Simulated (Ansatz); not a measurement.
# Dielectric response of ZnS (10-10) films, part 2 of 6

Wanted: ε of wurtzite ZnS (10-10) by finite fields on slabs, and the band edges against the vacuum where run.

Ansatz 0.2.0; plane-wave DFT, PBE, Ansatz PAW (set soft_1); PAW set soft_1 (the session's first sound run).

So far, gap on the k-mesh (eV): step 2 (relaxation, 12 atoms, units 3) 2.24.

## (3) Single point on the relaxed film, 12 atoms, units 3

The film was relaxed beforehand; a single point on the relaxed positions gives its levels and potential.

Input file input.yaml:

```yaml
crystal:
  lattice:
    - [3.82, 0.0, 0.0]
    - [0.0, 6.26, 0.0]
    - [0.0, 0.0, 25.7191730991]
  atoms:
    - { symbol: Zn, position: [0.0, 0.0437158478, 0.3685443891] }
    - { symbol: S, position: [0.0, 0.3797342165, 0.3409675472] }
    - { symbol: Zn, position: [0.5, 0.4815489856, 0.3858998741] }
    - { symbol: S, position: [0.5, 0.8650903971, 0.39322241] }
    - { symbol: Zn, position: [0.5, -0.0107065304, 0.4814759281] }
    - { symbol: S, position: [0.5, 0.3656170786, 0.4755953325] }
    - { symbol: Zn, position: [0.0, 0.48929347, 0.5185240716] }
    - { symbol: S, position: [0.0, 0.8656170784, 0.5244046681] }
    - { symbol: Zn, position: [0.0, -0.0184510125, 0.6141001254] }
    - { symbol: S, position: [0.0, 0.365090399, 0.6067775904] }
    - { symbol: Zn, position: [0.5, 0.5437158504, 0.6314556109] }
    - { symbol: S, position: [0.5, 0.8797342194, 0.6590324527] }
kpoints:
  mp_grid: { grid: [8, 4, 1] }
hamiltonian:
  xc: pbe
  pseudopotentials: { kind: paw, azcp: { folder: soft_1 } }
scf:
  occupations: { method: fixed }
  convergence: { dr2_threshold: 1.0e-09 }
efield:
  axis: 3
  dipole_correction: true
  ramp_position: 0.97
  ramp_width: 0.06
output:
  eigenvalues: true
  write_potential: true
  write_density: true
  volumetric_format: npy
```

The run is started by

```
ansatz run input.yaml --threads 4 --pin off --max-ram 8192MiB --backend cpu --events-out ev --progress --plain --runs-dir out
```

Numbers of over 12 decimals in the logs are rounded to 6 here.

The log of the run:

```text
[...]
Crystal: 12 atoms, lattice volume = 615.028 Å³
Basis set: ecut = 420 eV, 12077 PW (Γ)
Bands: 66, of which v1, the nominal top of the filled ones, is band 54 counted from 1 (53 counted from 0)
Symmetry: 2 space group operations
k-points: 15 of 32 (time reversal used)
[...]
SCF iter   1: F=—  HF=-25338.292312 eV  |F-HF|=—  |Δ(HF+E_count)|=         —  Δρ=3.04e-2  dr2=9.86e0  ethr=3.10e-3  p=-0.000 e·Å  D=-3.82e-14 V/Å  ΔV_dip=0.00 eV  dr2_dipole=1.47e-9  V_vac-E_F(+/−)=6.64/6.64 eV  ⟨swp⟩=7.2  Hψ=4778  notcnv=0  defer=131
[...]
SCF iter  13: F=-25335.242723 eV  HF=-25335.242723 eV  |F-HF|=4.87e-10  |Δ(HF+E_count)|=   1.24e-9  Δρ=3.95e-7  dr2=6.35e-10  ethr=1.00e-12  p=0.000 e·Å  D=2.04e-7 V/Å  ΔV_dip=-0.00 eV  dr2_dipole=4.80e-15  V_vac-E_F(+/−)=5.97/5.97 eV  ⟨swp⟩=20.5  Hψ=6051  notcnv=0
SCF 1 converged in 13 iterations: F = -25335.242723 eV  dr2 = 6.35e-10
[...]
WARN: The output density's exchange-correlation potential varies sharply where the density is thin. Do not read a vacuum level from v_tot or v_xc, or from such a field of the output density. On a cell that repeats whose density bears no net charge and no dipole along the vacuum's axis use v_es (v_loc + v_h of the components); under efield.dipole_correction with no amplitude use v_es + v_field, which holds any externa [...]
SCF converged after 13 iterations
Free energy (F): -25335.242723 eV
[...]
Internal energy: -25335.242723 eV  (E = F + TS)
E sigma→0 (E₀):  -25335.242723 eV
Fermi energy:    -1.427472 eV
Dipole field:    D = 0.000000 V/Å  (p = 0.000001 e·Å, saw-weighted, corrected)
Work function:   Φ+ = 5.9722 eV   Φ− = 5.9722 eV
[...]
--- Band table (eV; the first three rows and the last of 15) ---
  k-point 0: bands = [... 50 lower, -1.9804, -1.7311, -1.6163, -1.4275, 0.8165, 1.4859, 2.0021, 2.3518, ... 8 higher]
  k-point 1: bands = [... 50 lower, -1.9817, -1.9198, -1.7898, -1.5870, 1.5007, 1.6943, 2.0118, 2.0766, ... 8 higher]
  k-point 2: bands = [... 50 lower, -1.9940, -1.9940, -1.8914, -1.8914, 1.8903, 1.8903, 2.1110, 2.1110, ... 8 higher]
  k-point 14: bands = [... 50 lower, -2.8784, -2.8784, -2.5955, -2.5955, 2.0305, 2.0305, 2.4532, 2.4532, ... 8 higher]
```

It took 29 s on 4 threads of Arm Neoverse V1, shared host; peak memory 1.4 GiB; 1.9 min of CPU time.

Numbers from this step:

```
dipole along the normal : 8.73e-7 e·Å
```

Running mean over 3.308 Å of the planar mean; the ramp of the sawtooth is left out. Table of electron's electrostatic potential energy less the highest filled level by z:

```
z (Å)  electron's electrostatic potential energy less the highest filled level (eV)
    4                                                                          5.97
    5                                                                          5.97
    6                                                                          5.90
    7                                                                          4.83
    8                                                                          1.29
    9                                                                         -2.55
   10                                                                         -3.18
   11                                                                         -3.73
   12                                                                         -3.14
   13                                                                         -3.24
   14                                                                         -3.22
   15                                                                         -3.68
   16                                                                         -3.13
   17                                                                         -1.83
   18                                                                          2.56
   19                                                                          5.35
   20                                                                          5.94
   21                                                                          5.97
   22                                                                          5.97
```

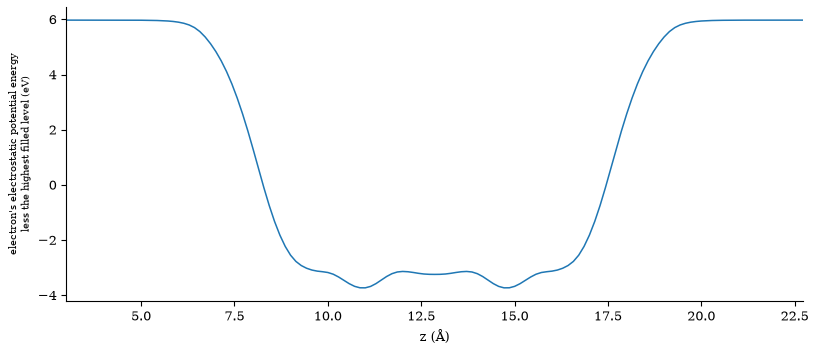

Electron's electrostatic potential energy less the highest filled level, plotted against z.

The gap is 2.24 eV, with the valence edge 5.97 eV and the conduction edge 3.73 eV under the upper vacuum level.

## (4) Atoms held, 12 atoms, units 3, field 0.05 V/Å

A sawtooth potential applies the field, turning back in the middle of the vacuum. With the dipole correction the typed value is the field outside the slab. The induced dipole is small, so the SCF threshold is tight.

input.yaml: that of step 3 with these lines changed.

```diff
@@ -25,3 +25,3 @@
   occupations: { method: fixed }
-  convergence: { dr2_threshold: 1.0e-09 }
+  convergence: { dr2_threshold: 1.0e-10 }
 efield:
@@ -31,4 +31,4 @@
   ramp_width: 0.06
+  amplitude: 0.05
 output:
-  eigenvalues: true
   write_potential: true
```

The log of the run:

```text
[...]
Crystal: 12 atoms, lattice volume = 615.028 Å³
Basis set: ecut = 420 eV, 12077 PW (Γ)
Bands: 66, of which v1, the nominal top of the filled ones, is band 54 counted from 1 (53 counted from 0)
Symmetry: 2 space group operations
k-points: 15 of 32 (time reversal used)
[...]
SCF iter   1: F=—  HF=-25338.293463 eV  |F-HF|=—  |Δ(HF+E_count)|=         —  Δρ=3.04e-2  dr2=9.86e0  ethr=3.10e-3  p=0.064 e·Å  D=1.87e-2 V/Å  ΔV_dip=-0.48 eV  dr2_dipole=2.88e-4  V_vac-E_F(+/−)=6.97/6.27 eV  ⟨swp⟩=7.1  Hψ=4668  notcnv=0  defer=134
[...]
SCF iter  15: F=-25335.244126 eV  HF=-25335.244126 eV  |F-HF|=3.64e-11  |Δ(HF+E_count)|=  4.95e-10  Δρ=6.84e-8  dr2=2.28e-11  ethr=1.00e-12  p=0.056 e·Å  D=1.65e-2 V/Å  ΔV_dip=-0.42 eV  dr2_dipole=2.42e-16  V_vac-E_F(+/−)=6.33/5.58 eV  ⟨swp⟩=1.5  Hψ=2792  notcnv=0
SCF 1 converged in 15 iterations: F = -25335.244126 eV  dr2 = 2.28e-11
[...]
SCF converged after 15 iterations
[...]
Free energy (F): -25335.244126 eV
[...]
Internal energy: -25335.244126 eV  (E = F + TS)
E sigma→0 (E₀):  -25335.244126 eV
Fermi energy:    -1.424089 eV
Dipole field:    D = 0.016513 V/Å  (p = 0.056125 e·Å, saw-weighted, corrected)
Work function:   not extracted (applied field tilts the vacuum); planar V_es + V_field profile in the machine report
[...]
--- Band table (eV; the first three rows and the last of 15) ---
  k-point 0: bands = [... 50 lower, -1.9803, -1.7301, -1.6194, -1.4241, 0.8154, 1.4861, 2.0018, 2.3475, ... 8 higher]
  k-point 1: bands = [... 50 lower, -1.9833, -1.9163, -1.7927, -1.5838, 1.4976, 1.6967, 2.0109, 2.0767, ... 8 higher]
  k-point 2: bands = [... 50 lower, -2.0170, -1.9706, -1.9164, -1.8660, 1.8758, 1.9035, 2.0908, 2.1301, ... 8 higher]
  k-point 14: bands = [... 50 lower, -2.8828, -2.8648, -2.6257, -2.5651, 2.0194, 2.0408, 2.4399, 2.4635, ... 8 higher]
```

Run time: 32 s. Hardware: 4 threads; peak memory 1.4 GiB; 2.1 min of CPU time.

This step gave:

| Quantity | Value |
| --- | --- |
| gap on the k-mesh | 2.240 eV |
| dipole along the normal | 0.05613 e·Å |

The dipole is 0.0561 e·Å, and the gap on the mesh 2.240 eV.

## (5) Single point, 12 atoms, units 3, field -0.05 V/Å

input.yaml: that of step 4 with these lines changed.

```diff
@@ -31,3 +31,3 @@
   ramp_width: 0.06
-  amplitude: 0.05
+  amplitude: -0.05
 output:
```

The log of the run:

```text
[...]
Crystal: 12 atoms, lattice volume = 615.028 Å³
Basis set: ecut = 420 eV, 12077 PW (Γ)
Bands: 66, of which v1, the nominal top of the filled ones, is band 54 counted from 1 (53 counted from 0)
Symmetry: 2 space group operations
k-points: 15 of 32 (time reversal used)
[...]
k-point 0: bands = [... 50 lower, -1.9803, -1.7301, -1.6194, -1.4241, 0.8154, 1.4861, 2.0018, 2.3475, ... 8 higher]
  k-point 1: bands = [... 50 lower, -1.9833, -1.9163, -1.7928, -1.5838, 1.4976, 1.6967, 2.0109, 2.0767, ... 8 higher]
  k-point 2: bands = [... 50 lower, -2.0170, -1.9706, -1.9164, -1.8660, 1.8758, 1.9035, 2.0908, 2.1301, ... 8 higher]
  k-point 14: bands = [... 50 lower, -2.8828, -2.8648, -2.6257, -2.5651, 2.0194, 2.0408, 2.4399, 2.4635, ... 8 higher]
[key lines of the parts left out:]
SCF converged after 15 iterations
Free energy (F): -25335.244126 eV
Fermi energy:    -1.424088 eV
Dipole field:    D = -0.016512 V/Å  (p = -0.056124 e·Å, saw-weighted, corrected)
```

Wall time 32 s (4 threads); peak memory 1.4 GiB.

The dipole is -0.0561 e·Å, and the gap on the mesh 2.240 eV.

## (6) Response with the atoms held, 12 atoms, units 3

This step: plane-wave DFT, PBE, Ansatz PAW (set soft_1); response to a field along the normal, atoms held; PAW set soft_1 (Ansatz 0.2.0).

The two fields give this film's response with the atoms held: the electronic part.

Numbers from this step:

```yaml
equivalent_conductor_thickness_p_eps_0ae: 8.494 Å
distance_between_the_outer_atoms: 8.180 Å
thickness: 9.925 Å
inner_field_over_outer_field: 0.1668
local_eps_in_the_middle: 5.994
```

Local field over the applied field, running mean. From the potentials at -0.05 and 0.05 V/Å; running mean over 3.308 Å, taken twice. The local field over applied field by z:

```
z (Å)  local field over applied field
    4                           0.989
    5                           0.974
    6                           0.898
    7                           0.744
    8                           0.536
    9                           0.343
   10                           0.221
   11                           0.174
   12                           0.166
   13                           0.166
   14                           0.167
   15                           0.182
   16                           0.247
   17                           0.392
   18                           0.597
   19                           0.795
   20                           0.927
   21                           0.984
```

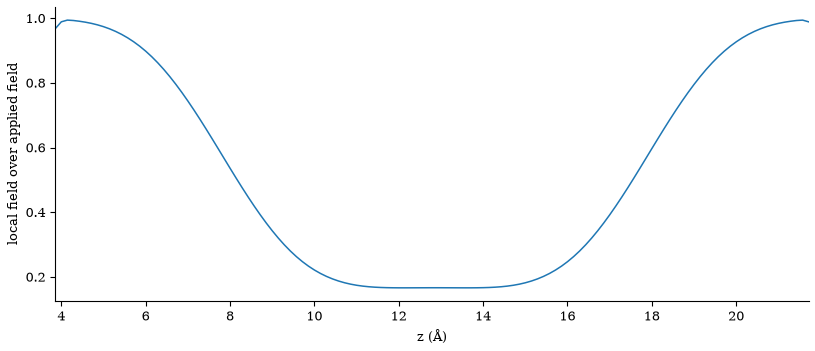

Local field over applied field against z.

The induced electron density oscillates, so the rows of the table below give means over windows of 2 Å about each position, cut where the curve ends. Its maxima inside the range that stand out by 2 % of the span (Å: e/Å³ per V/Å): 7.9: 0.00269, 12.3: 0.00134, 15.7: 0.00143. Its minima: 10.0: -0.00143, 13.4: -0.00134, 17.9: -0.00269.

Electrons, planar mean, per unit field. Table of induced electron density by z; means over each step:

```
z (Å)  induced electron density (e/Å³ per V/Å)
    4                                   5.7e-6
    6                                   2.7e-4
    8                                  0.00209
   10                                  -2.8e-4
   12                                   5.5e-4
   14                                  -5.1e-4
   16                                  -2.6e-5
   18                                 -0.00193
   20                                  -1.6e-4
```

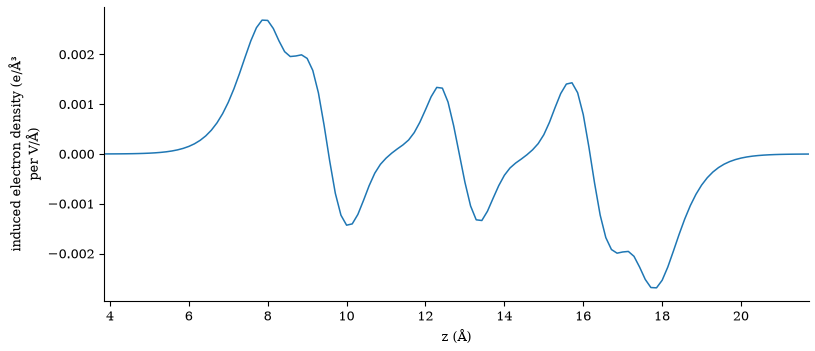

Induced electron density against z.

By hand: between -0.05 and 0.05 V/Å the dipole changes by 0.1122 e·Å, a slope of 1.122 e·Å²/V. A perfect conductor of thickness t has p = ε₀AEt, so t = 180.95 × 1.122 / 23.913 = 8.49 Å (e/ε₀ = 180.95 V·Å, A in Å²).

The induced dipole is that of a conductor 8.49 Å thick.

## (7) Relaxing in the field, 12 atoms, field 0.05 V/Å

This step: plane-wave DFT, PBE, Ansatz PAW (set soft_1); PAW set soft_1 (Ansatz 0.2.0).

Now the atoms may follow the field. A weak field makes forces of meV/Å to tens of meV/Å, so the force tolerance is set well below the usual one.

input.yaml: that of step 5 with these lines changed.

```diff
@@ -31,3 +31,6 @@
   ramp_width: 0.06
-  amplitude: -0.05
+  amplitude: 0.05
+relax:
+  f_tol: 0.0006
+  max_steps: 70
 output:
```

The log of the run:

```text
[...]
Crystal: 12 atoms, lattice volume = 615.028 Å³
Basis set: ecut = 420 eV, 12077 PW (Γ), exchange–correlation on 54×90×360 points (8 copies of the dense FFT grid, shifted against one another)
Bands: 66, of which v1, the nominal top of the filled ones, is band 54 counted from 1 (53 counted from 0)
Symmetry: 2 space group operations
k-points: 15 of 32 (time reversal used)
[...]
SCF iter   1: F=—  HF=-25338.294549 eV  |F-HF|=—  |Δ(HF+E_count)|=         —  Δρ=3.04e-2  dr2=9.85e0  ethr=3.10e-3  p=0.064 e·Å  D=1.87e-2 V/Å  ΔV_dip=-0.48 eV  dr2_dipole=2.91e-4  V_vac-E_F(+/−)=6.97/6.27 eV  ⟨swp⟩=7.2  Hψ=4747  notcnv=0  defer=134
[...]
SCF iter  15: F=-25335.244042 eV  HF=-25335.244042 eV  |F-HF|=2.18e-10  |Δ(HF+E_count)|=  3.82e-10  Δρ=7.57e-8  dr2=2.58e-11  ethr=1.00e-12  p=0.056 e·Å  D=1.65e-2 V/Å  ΔV_dip=-0.42 eV  dr2_dipole=1.30e-15  V_vac-E_F(+/−)=6.33/5.58 eV  ⟨swp⟩=6.3  Hψ=6122  notcnv=0
SCF 1 converged in 15 iterations: F = -25335.244042 eV  dr2 = 2.58e-11
[...]
relax step   1: F+E_penalty+E_count = -25335.24404181 eV  Δ(F+E_penalty+E_count) = +0.000e0 eV  max|allowed force component| = 1.836e-2 eV/Å  Δτ_max = 0.0000 Å  (15 SCF iters, accepted)
[...]
SCF iter   8: F=-25335.244115 eV  HF=-25335.244115 eV  |F-HF|=3.64e-11  |Δ(HF+E_count)|=  1.46e-11  Δρ=8.00e-8  dr2=3.08e-11  ethr=1.00e-12  p=0.058 e·Å  D=1.71e-2 V/Å  ΔV_dip=-0.44 eV  dr2_dipole=9.63e-13  V_vac-E_F(+/−)=6.32/5.59 eV  ⟨swp⟩=7.0  Hψ=5749  notcnv=0
SCF 2 converged in 8 iterations: F = -25335.244115 eV  dr2 = 3.08e-11
relax step   2: F+E_penalty+E_count = -25335.24411475 eV  Δ(F+E_penalty+E_count) = -7.294e-5 eV  max|allowed force component| = 9.133e-3 eV/Å  Δτ_max = 0.0014 Å  (8 SCF iters, accepted)
SCF iter   1: F=—  HF=-25335.243768 eV  |F-HF|=—  |Δ(HF+E_count)|=         —  Δρ=1.94e-4  dr2=1.67e-3  ethr=9.49e-6  p=0.058 e·Å  D=1.71e-2 V/Å  ΔV_dip=-0.44 eV  dr2_dipole=8.59e-4  V_vac-E_F(+/−)=6.32/5.59 eV  ⟨swp⟩=5.9  Hψ=2346  notcnv=0  defer=150
[...]
SCF iter   9: F=-25335.243208 eV  HF=-25335.243208 eV  |F-HF|=3.64e-11  |Δ(HF+E_count)|=  3.60e-10  Δρ=1.11e-7  dr2=6.14e-11  ethr=1.00e-12  p=0.072 e·Å  D=2.11e-2 V/Å  ΔV_dip=-0.54 eV  dr2_dipole=6.72e-13  V_vac-E_F(+/−)=6.27/5.64 eV  ⟨swp⟩=8.0  Hψ=6019  notcnv=0
SCF 3 converged in 9 iterations: F = -25335.243208 eV  dr2 = 6.14e-11
relax step   3: F+E_penalty+E_count = -25335.24320761 eV  Δ(F+E_penalty+E_count) = +9.071e-4 eV  max|allowed force component| = 5.581e-2 eV/Å  Δτ_max = 0.0061 Å  (9 SCF iters, rejected (line search))
SCF iter   1: F=—  HF=-25335.244597 eV  |F-HF|=—  |Δ(HF+E_count)|=         —  Δρ=1.70e-4  dr2=1.25e-3  ethr=1.19e-5  p=0.072 e·Å  D=2.11e-2 V/Å  ΔV_dip=-0.54 eV  dr2_dipole=6.41e-4  V_vac-E_F(+/−)=6.27/5.64 eV  ⟨swp⟩=4.7  Hψ=2204  notcnv=0  defer=150
[...]
SCF iter   9: F=-25335.244138 eV  HF=-25335.244138 eV  |F-HF|=3.64e-12  |Δ(HF+E_count)|=  1.96e-10  Δρ=1.19e-7  dr2=6.61e-11  ethr=1.00e-12  p=0.060 e·Å  D=1.76e-2 V/Å  ΔV_dip=-0.45 eV  dr2_dipole=1.09e-12  V_vac-E_F(+/−)=6.32/5.59 eV  ⟨swp⟩=7.8  Hψ=5864  notcnv=0
SCF 4 converged in 9 iterations: F = -25335.244138 eV  dr2 = 6.61e-11
relax step   4: F+E_penalty+E_count = -25335.24413774 eV  Δ(F+E_penalty+E_count) = -2.299e-5 eV  max|allowed force component| = 2.816e-4 eV/Å  Δτ_max = 0.0007 Å  (9 SCF iters, accepted)
NSCF: frozen V_eff on 15 k-points
[...]
WARN: The input density's exchange-correlation potential varies sharply where the density is thin. Do not read a vacuum level from v_tot or v_xc, or from such a field of the output density. On a cell that repeats whose density bears no net charge and no dipole along the vacuum's axis use v_es (v_loc + v_h of the components); under efield.dipole_correction with no amplitude use v_es + v_field, which holds any external [...]
SCF converged after 9 iterations
[...]
Free energy (F): -25335.244138 eV
[...]
Internal energy: -25335.244138 eV  (E = F + TS)
E sigma→0 (E₀):  -25335.244138 eV
Fermi energy:    -1.426425 eV
Dipole field:    D = 0.017638 V/Å  (p = 0.059951 e·Å, saw-weighted, corrected)
Work function:   not extracted (applied field tilts the vacuum); planar V_es + V_field profile in the machine report
[...]
--- Forces (eV/Å), atoms counted from 1 ---
  atom   1  Zn    -0.00000000     0.00012941    -0.00009854
  atom   2  S      0.00000000    -0.00020785     0.00011789
  atom   3  Zn    -0.00000000    -0.00003537     0.00004142
  atom   4  S      0.00000000     0.00011520     0.00014702
  atom   5  Zn    -0.00000000     0.00012276     0.00001051
  atom   6  S      0.00000000    -0.00009958    -0.00017835
  atom   7  Zn    -0.00000000    -0.00012146    -0.00001074
  atom   8  S      0.00000000     0.00012147    -0.00025918
  atom   9  Zn    -0.00000000     0.00010644     0.00010198
  atom  10  S      0.00000000    -0.00028154     0.00003396
  atom  11  Zn    -0.00000000     0.00005526    -0.00007382
  atom  12  S      0.00000000     0.00009618     0.00016937
  max |Σ_I F_I| component: 1.52e-6 eV/Å
--- Band table (eV; the first three rows and the last of 15) ---
  k-point 0: bands = [... 50 lower, -1.9803, -1.7310, -1.6172, -1.4264, 0.8157, 1.4854, 2.0018, 2.3495, ... 8 higher]
  k-point 1: bands = [... 50 lower, -1.9830, -1.9180, -1.7906, -1.5860, 1.4992, 1.6947, 2.0111, 2.0765, ... 8 higher]
  k-point 2: bands = [... 50 lower, -2.0109, -1.9772, -1.9043, -1.8781, 1.8776, 1.9019, 2.1012, 2.1194, ... 8 higher]
  k-point 14: bands = [... 50 lower, -2.8826, -2.8717, -2.6165, -2.5741, 2.0232, 2.0369, 2.4455, 2.4593, ... 8 higher]
--- Relaxed structure (4 steps of the walk, 3 accepted, 0 SCFs on fresh bases) ---
  F+E_penalty+E_count = -25335.24413774 eV   max|allowed force component| = 2.816e-4 eV/Å
  atoms:
    - { symbol: Zn, position: [0, 0.043825, 0.368611] }
    - { symbol: S, position: [0, 0.379760, 0.340920] }
    - { symbol: Zn, position: [0.5, 0.481598, 0.385940] }
    - { symbol: S, position: [0.5, 0.865130, 0.393176] }
    - { symbol: Zn, position: [0.5, -0.010714, 0.481508] }
    - { symbol: S, position: [0.5, 0.365621, 0.475543] }
    - { symbol: Zn, position: [0, 0.489292, 0.518555] }
    - { symbol: S, position: [0, 0.865609, 0.524362] }
    - { symbol: Zn, position: [0, -0.018450, 0.614140] }
    - { symbol: S, position: [0, 0.365048, 0.606729] }
    - { symbol: Zn, position: [0.5, 0.543582, 0.631526] }
    - { symbol: S, position: [0.5, 0.879699, 0.658989] }
```

Elapsed: 73 s, on 4 threads; peak memory 1.3 GiB.

Hardly anything moved in the relaxation; the energy changed by under 0.2 meV an atom.

This step gave:

- gap on the k-mesh: 2.242 eV
- dipole along the normal: 0.05995 e·Å

The relaxation took 4 steps and lowered the energy by 9.6e-5 eV; the largest force on the free atoms ends at 2.8e-4 eV/Å.

The dipole is 0.0600 e·Å, and the gap on the mesh 2.242 eV.

[end of part 2 of 6]

[Logs are printed without paths, hosts, clocks, repeated set-up lines and the standing remarks that a program may print on its own settings, such as how far it seeks lower states.]

[Hosts, paths, dates, database ids (printed as entryN), source tags and the programs' standing remarks are cut or masked in the printed files.]

[Maps of the electrostatic potential energy from Ansatz leave out the sawtooth potential of an applied field or a dipole correction, so their vacuum need not be flat; planar profiles and work functions include it.]
